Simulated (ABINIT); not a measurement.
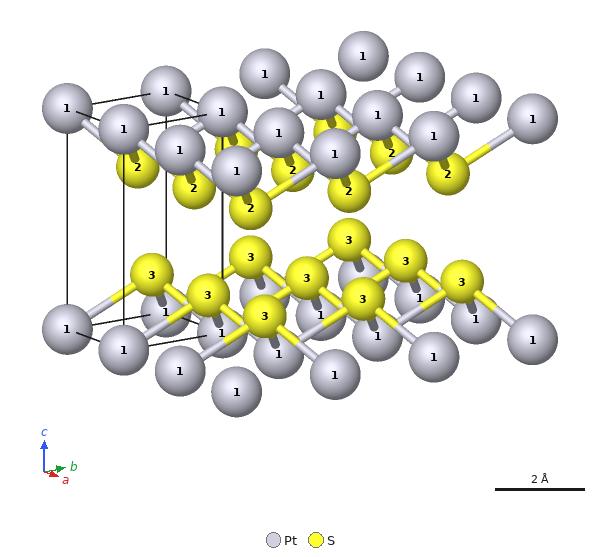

The input geometry (ball-and-stick view of the cell of the calculation, repeated 3 × 3 × 1, seen slightly off an axis; atoms are numbered from 1 in the order of the input). An atom can appear more than once, as a periodic image.

## Single-point calculation of PtS$_{2}$

- system: PtS$_{2}$ (P-3m1, 3 atoms in the cell)
- method: Kohn-Sham DFT of a periodic cell, PBE, PseudoDojo NC SR PBE v0.4.1 standard, no spin polarisation (ABINIT 10.8.3)

The structure derives from an entry of the Crystallography Open Database.

**What the program printed**
```
.Version 10.8.3 of ABINIT
 Symmetries : space group P-3 m 1 (#164); Bravais hP (primitive hexag.)
================================================================================
 Values of the parameters that define the memory need of the present run
     intxc =       0    ionmov =       0      iscf =       7    lmnmax =       8
     lnmax =       8     mgfft =      54  mpssoang =       4    mqgrid =    3001
     natom =       3  nloc_mem =       1    nspden =       1   nspinor =       1
    nsppol =       1      nsym =      12    n1xccc =    2501    ntypat =       2
    occopt =       3   xclevel =       2
       mpw =        3676          nfft =       69984          nkpt =          28
================================================================================
================================================================================

--------------------------------------------------------------------------------
------------- Echo of variables that govern the present computation ------------
--------------------------------------------------------------------------------
 -outvars: echo values of preprocessed input variables --------
            acell      1.0000000000E+00  1.0000000000E+00  1.0000000000E+00 Bohr
              amu      1.95080000E+02  3.20660000E+01
             ecut      3.50000000E+01 Hartree
           enunit           2
              ixc          11
         kptrlatt        7    0    0      0    7    0      0    0    4
          kptrlen      3.80878080E+01
            natom           3
            nband          19
            ngfft          36      36      54
             nkpt          28
            nstep         100
             nsym          12
           ntypat           2
           occopt           3
        prtebands           0
           prteig           0
           prtelf           1
           prtpot           1
         prtvclmb           1
           prtvha           1
            prtwf           0
            rprim      6.6956776048E+00  0.0000000000E+00  0.0000000000E+00
                      -3.3478388024E+00  5.7986269013E+00  0.0000000000E+00
                       0.0000000000E+00  0.0000000000E+00  9.5219519968E+00
          spgroup         164
           tolvrs      1.00000000E-10
           tsmear      1.83746611E-03 Hartree
            typat      1  2  2
           xangst      0.0000000000E+00  0.0000000000E+00  0.0000000000E+00
                       1.7715999988E+00  1.0228337362E+00  3.8949923974E+00
                      -6.5562370303E-17  2.0456674724E+00  1.1438075992E+00
            xcart      0.0000000000E+00  0.0000000000E+00  0.0000000000E+00
                       3.3478388024E+00  1.9328756338E+00  7.3604688935E+00
                      -1.2389492404E-16  3.8657512675E+00  2.1614831033E+00
             xred      0.0000000000E+00  0.0000000000E+00  0.0000000000E+00
                       6.6666666667E-01  3.3333333333E-01  7.7300000000E-01
                       3.3333333333E-01  6.6666666667E-01  2.2700000000E-01
            znucl       78.00000   16.00000

================================================================================

 chkinp: Checking input parameters for consistency.

================================================================================
== DATASET  1 ==================================================================

--- !DatasetInfo
iteration_state: {dtset: 1, }
dimensions: {natom: 3, nkpt: 28, mband: 19, nsppol: 1, nspinor: 1, nspden: 1, mpw: 3676, }
cutoff_energies: {ecut:  35.0, pawecutdg:  -1.0, }
electrons: {nelect:   3.00000000E+01, charge:   0.00000000E+00, occopt:   3.00000000E+00, tsmear:   1.83746611E-03, }
meta: {optdriver: 0, ionmov: 0, optcell: 0, iscf: 7, paral_kgb: 0, }
...

 Exchange-correlation functional for the present dataset will be:
  GGA: Perdew-Burke-Ernzerhof functional - ixc=11
  J.P.Perdew, K.Burke, M.Ernzerhof, PRL 77, 3865 (1996)

 Real(R)+Recip(G) space primitive vectors, cartesian coordinates (Bohr,Bohr^-1):
 R(1)=  6.6956776  0.0000000  0.0000000  G(1)=  0.1493501  0.0862273  0.0000000
 R(2)= -3.3478388  5.7986269  0.0000000  G(2)=  0.0000000  0.1724546  0.0000000
 R(3)=  0.0000000  0.0000000  9.5219520  G(3)=  0.0000000  0.0000000  0.1050205
 Unit cell volume ucvol=  3.6969680E+02 bohr^3
 Angles (23,13,12)=  9.00000000E+01  9.00000000E+01  1.20000000E+02 degrees

 getcut: wavevector=  0.0000  0.0000  0.0000  ngfft=  36  36  54
         ecut(hartree)=     35.000   => boxcut(ratio)=   2.01887

--- Pseudopotential description ------------------------------------------------
- pspini: atom type   1  psp file is ./Pt.upf
12 -101130 3 -1 1374                          pspcod,pspxc,lmax,lloc,mmax
     nproj     2     2     2     2

- pspini: atom type   2  psp file is ./S.upf
12 -101130 2 -1 1146                          pspcod,pspxc,lmax,lloc,mmax
     nproj     2     2     2     0

   1.33729513E+03                                ecore*ucvol(ha*bohr**3)
--------------------------------------------------------------------------------

================================================================================

--- !BeginCycle
iteration_state: {dtset: 1, }
solver: {iscf: 7, nstep: 100, nline: 4, wfoptalg: 0, }
tolerances: {tolvrs: 1.00E-10, }
...

     iter   Etot(hartree)      deltaE(h)  residm     vres2
 ETOT  1  -152.37406981271    -1.524E+02 1.280E-01 1.214E+03
 ETOT  2  -152.20927719880     1.648E-01 1.571E-02 2.760E+03
 ETOT  3  -152.69639943213    -4.871E-01 4.631E-03 1.077E+01
 ETOT  4  -152.69817473758    -1.775E-03 1.026E-03 7.695E-01
 ETOT  5  -152.69826508560    -9.035E-05 5.650E-04 3.002E-02
 ETOT  6  -152.69827035244    -5.267E-06 3.259E-04 1.871E-02
 ETOT  7  -152.69827241966    -2.067E-06 2.143E-04 1.490E-03
 ETOT  8  -152.69827264681    -2.271E-07 1.665E-04 9.362E-06
 ETOT  9  -152.69827264736    -5.467E-10 7.599E-05 6.569E-07
 ETOT 10  -152.69827264745    -8.706E-11 5.092E-05 2.421E-08
 ETOT 11  -152.69827264745    -1.307E-12 2.350E-05 1.255E-10
 ETOT 12  -152.69827264745    -4.093E-12 1.556E-05 3.864E-12

 At SCF step   12       vres2   =  3.86E-12 < tolvrs=  1.00E-10 =>converged.

 Compute ELF
--------------------------------------------------------------------------------

 Compute kinetic energy density

 Compute gradient of the electron density
 Electron Localization Function (ELF) [min:0;max:1]
)     Maximum=    9.5007E-01  at reduced coord.    0.6667    0.3333    0.6111
)     Minimum=    5.2634E-08  at reduced coord.    0.3333    0.6667    0.2222
   Integrated=    1.3461E+02

--------------------------------------------------------------------------------
 End of ELF section

 Cartesian components of stress tensor (hartree/bohr^3)
  sigma(1 1)= -3.75656888E-04  sigma(3 2)=  0.00000000E+00
  sigma(2 2)= -3.75656888E-04  sigma(3 1)=  0.00000000E+00
  sigma(3 3)= -3.21283692E-04  sigma(2 1)=  0.00000000E+00

--- !ResultsGS
iteration_state: {dtset: 1, }
comment   : Summary of ground state results
lattice_vectors:
- [  6.6956776,   0.0000000,   0.0000000, ]
- [ -3.3478388,   5.7986269,   0.0000000, ]
- [  0.0000000,   0.0000000,   9.5219520, ]
lattice_lengths: [   6.69568,    6.69568,    9.52195, ]
lattice_angles: [ 90.000,  90.000, 120.000, ] # degrees, (23, 13, 12)
lattice_volume:   3.6969680E+02
convergence: {deltae: -4.093E-12, res2:  3.864E-12, residm:  1.556E-05, diffor: null, }
etotal    :  -1.52698273E+02
entropy   :   0.00000000E+00
fermie    :   2.98919805E-01
cartesian_stress_tensor: # hartree/bohr^3
- [ -3.75656888E-04,   0.00000000E+00,   0.00000000E+00, ]
- [  0.00000000E+00,  -3.75656888E-04,   0.00000000E+00, ]
- [  0.00000000E+00,   0.00000000E+00,  -3.21283692E-04, ]
pressure_GPa:   1.0519E+01
xred      :
- [  0.0000E+00,   0.0000E+00,   0.0000E+00, Pt]
- [  6.6667E-01,   3.3333E-01,   7.7300E-01,  S]
- [  3.3333E-01,   6.6667E-01,   2.2700E-01,  S]
cartesian_forces: # hartree/bohr
- [ -6.70244642E-30,  -3.48269332E-29,  -0.00000000E+00, ]
- [  1.34048928E-29,  -2.32179555E-29,  -2.41555588E-02, ]
- [ -6.70244642E-30,   5.80448887E-29,   2.41555588E-02, ]
force_length_stats: {min:   3.54660128E-29, max:   2.41555588E-02, mean:   1.61037058E-02, }
...

 Integrated electronic density in atomic spheres:
 ------------------------------------------------
 Atom  Sphere_radius  Integrated_density
    1        2.00000         14.49017840
    2        2.00000          3.92477805
    3        2.00000          3.92477805
================================================================================

 ----iterations are completed or convergence reached----

 Mean square residual over all n,k,spin=   65.215E-09; max=  15.558E-06
 reduced coordinates (array xred) for    3 atoms
       0.000000000000      0.000000000000      0.000000000000
       0.666666666667      0.333333333333      0.773000000000
       0.333333333333      0.666666666667      0.227000000000
 rms dE/dt=  1.0843E-01; max dE/dt=  2.3001E-01; dE/dt below (all hartree)
    1       0.000000000000      0.000000000000      0.000000000000
    2      -0.000000000000      0.000000000000      0.230008071081
    3       0.000000000000     -0.000000000000     -0.230008071081

 cartesian coordinates (angstrom) at end:
    1      0.00000000000000     0.00000000000000     0.00000000000000
    2      1.77159999880500     1.02283373620511     3.89499239737218
    3     -0.00000000000000     2.04566747241022     1.14380759922831

 cartesian forces (hartree/bohr) at end:
    1     -0.00000000000000    -0.00000000000000    -0.00000000000000
    2      0.00000000000000    -0.00000000000000    -0.02415555877183
    3     -0.00000000000000     0.00000000000000     0.02415555877183
 frms,max,avg= 1.1387040E-02 2.4155559E-02   0.000E+00  0.000E+00  0.000E+00 h/b

 cartesian forces (eV/Angstrom) at end:
    1     -0.00000000000000    -0.00000000000000    -0.00000000000000
    2      0.00000000000000    -0.00000000000000    -1.24212877393579
    3     -0.00000000000000     0.00000000000000     1.24212877393579
 frms,max,avg= 5.8554512E-01 1.2421288E+00   0.000E+00  0.000E+00  0.000E+00 e/A
 length scales=  1.000000000000  1.000000000000  1.000000000000 bohr
              =  0.529177210544  0.529177210544  0.529177210544 angstroms
 Fermi (or HOMO) energy (hartree) =   0.29892   Average Vxc (hartree)=  -0.40225
 Eigenvalues (hartree) for nkpt=  28  k points:
 kpt#   1, nband= 19, wtk=  0.00510, kpt=  0.0000  0.0000  0.0000 (reduced coord)
  -3.37727   -1.69383   -1.69383   -1.68735   -0.28740   -0.16782    0.02598    0.02598
   0.03106    0.13880    0.13880    0.21943    0.24272    0.24272    0.28042    0.37522
   0.37522    0.46051    0.49655
      occupation numbers for kpt#   1
   2.00000    2.00000    2.00000    2.00000    2.00000    2.00000    2.00000    2.00000
   2.00000    2.00000    2.00000    2.00000    2.00000    2.00000    1.99992    0.00000
   0.00000    0.00000    0.00000
 prteigrs : prtvol=0 or 1, do not print more k-points.

 Fermi (or HOMO) energy (eV) =   8.13402   Average Vxc (eV)= -10.94585
 Eigenvalues (   eV  ) for nkpt=  28  k points:
 kpt#   1, nband= 19, wtk=  0.00510, kpt=  0.0000  0.0000  0.0000 (reduced coord)
 -91.90006  -46.09159  -46.09159  -45.91518   -7.82048   -4.56673    0.70704    0.70704
   0.84530    3.77684    3.77684    5.97097    6.60463    6.60463    7.63053   10.21026
  10.21026   12.53118   13.51179
 prteigrs : prtvol=0 or 1, do not print more k-points.

--- !EnergyTerms
iteration_state     : {dtset: 1, }
comment             : Components of total free energy in Hartree
kinetic             :  4.50543725980290E+01
hartree             :  4.46900915417474E+01
xc                  : -3.01661937520401E+01
Ewald energy        : -8.93083635253723E+01
psp_core            :  3.61727540655357E+00
local_psp           : -1.37620465182893E+02
non_local_psp       :  1.10350110349598E+01
internal            : -1.52698271879015E+02
'-kT*entropy'       : -7.68436127005613E-07
total_energy        : -1.52698272647451E+02
total_energy_eV     : -4.15513167610392E+03
band_energy         : -1.53305711748048E+01
...

 Cartesian components of stress tensor (hartree/bohr^3)
  sigma(1 1)= -3.75656888E-04  sigma(3 2)=  0.00000000E+00
  sigma(2 2)= -3.75656888E-04  sigma(3 1)=  0.00000000E+00
  sigma(3 3)= -3.21283692E-04  sigma(2 1)=  0.00000000E+00

-Cartesian components of stress tensor (GPa)         [Pressure=  1.0519E+01 GPa]
- sigma(1 1)= -1.10522072E+01  sigma(3 2)=  0.00000000E+00
- sigma(2 2)= -1.10522072E+01  sigma(3 1)=  0.00000000E+00
- sigma(3 3)= -9.45249257E+00  sigma(2 1)=  0.00000000E+00

== END DATASET(S) ==============================================================
================================================================================

 -outvars: echo values of variables after computation  --------
            acell      1.0000000000E+00  1.0000000000E+00  1.0000000000E+00 Bohr
           etotal     -1.5269827265E+02
            fcart     -6.7024464191E-30 -3.4826933199E-29 -0.0000000000E+00
                       1.3404892838E-29 -2.3217955466E-29 -2.4155558772E-02
                      -6.7024464191E-30  5.8044888665E-29  2.4155558772E-02
            rprim      6.6956776048E+00  0.0000000000E+00  0.0000000000E+00
                      -3.3478388024E+00  5.7986269013E+00  0.0000000000E+00
                       0.0000000000E+00  0.0000000000E+00  9.5219519968E+00
           strten     -3.7565688805E-04 -3.7565688802E-04 -3.2128369203E-04
                       0.0000000000E+00  0.0000000000E+00  0.0000000000E+00
           xangst      0.0000000000E+00  0.0000000000E+00  0.0000000000E+00
                       1.7715999988E+00  1.0228337362E+00  3.8949923974E+00
                      -6.5562370303E-17  2.0456674724E+00  1.1438075992E+00
             xred      0.0000000000E+00  0.0000000000E+00  0.0000000000E+00
                       6.6666666667E-01  3.3333333333E-01  7.7300000000E-01
                       3.3333333333E-01  6.6666666667E-01  2.2700000000E-01
 Calculation completed.
```

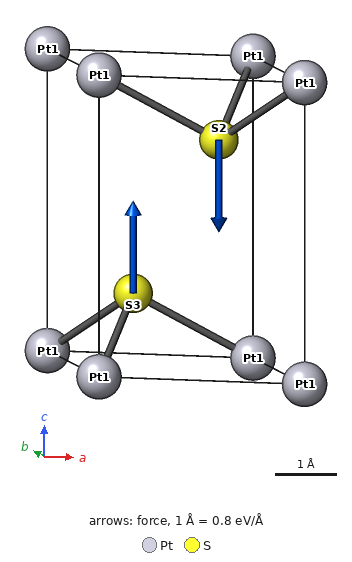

Forces on the atoms as blue arrows (ball-and-stick view of the cell of the calculation, seen slightly off an axis; atoms are numbered from 1 in the order of the input). The largest act on S2, S3 (1.24 eV/Å). The geometry is not a stationary point of this energy.

This output came from the following input.

**Input file**
```
# Pseudopotentials
pp_dirpath "./"
pseudos "Pt.upf, S.upf"

# Structure
acell 3*1.0
rprim
     6.6956776048     0.0000000000     0.0000000000
    -3.3478388024     5.7986269013     0.0000000000
     0.0000000000     0.0000000000     9.5219519968
ntypat 2
znucl 78 16
natom 3
typat 1 2 2
xred
     0.0000000000     0.0000000000     0.0000000000
     0.6666666667     0.3333333333     0.7730000000
     0.3333333333     0.6666666667     0.2270000000

# Plane-wave basis
ecut 35.0

# k points
kptopt 1
ngkpt 7 7 4
nshiftk 1
shiftk 0.0 0.0 0.0

# Exchange and correlation
ixc 11

# Bands and occupations
nband 19
occopt 3
tsmear 0.05 eV

# SCF cycle
nstep 100
tolvrs 1.0e-10

# Output
iomode 3
prtwf 0
prteig 0
prtebands 0
enunit 2
prtden 1
prtvha 1
prtvclmb 1
prtpot 1
prtelf 1
```

Launch command:
```bash
abinit run.abi > log 2>&1
```

**Results in brief**

```tsv
quantity	value
outcome	converged
space group (tolerance 0.01 Å)	P-3m1 (164)
electrons treated	30
free energy	−4155.1317 eV
Fermi energy	8.134 eV
gap on the k-point mesh	0.83 eV
pressure	10.52 GPa
largest force (length of the vector)	1.242 eV/Å
hardware	1 thread of Arm Neoverse V1, 112 GiB of memory available, shared host
wall time	94 s
peak memory	0.1 GiB
```

**Remarks**

Points of doubt noted for this run: cutoff too low for stress. Spin–orbit coupling is left out, which matters for Pt. The cell is under a pressure of 10.5 GPa at this level, so it is not at its equilibrium volume.
